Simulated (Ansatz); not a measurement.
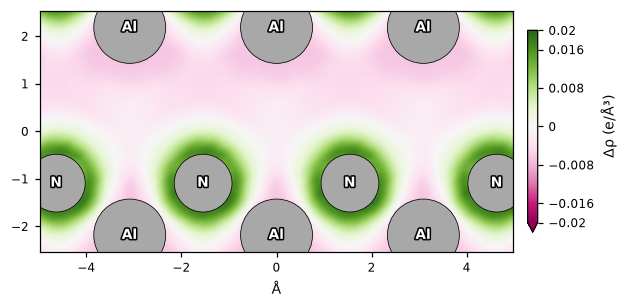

AlN. Difference of the valence pseudo-densities of two functionals at the same geometry, on the (101̄) plane of the calculation cell: one of BPBE and r2SCAN less the other.

Both computed with Ansatz (plane waves, PAW), on the same k-point mesh. Grey discs cover the atomic cores.

### Which was subtracted from which, and what does the map show?

It is r2SCAN less BPBE. Against BPBE, r2SCAN gives more density around N (+0.014 e/Å³ on average at 0.8 Å from the nucleus) and a change of +0.007 e/Å³ at the midpoint of Al–N.
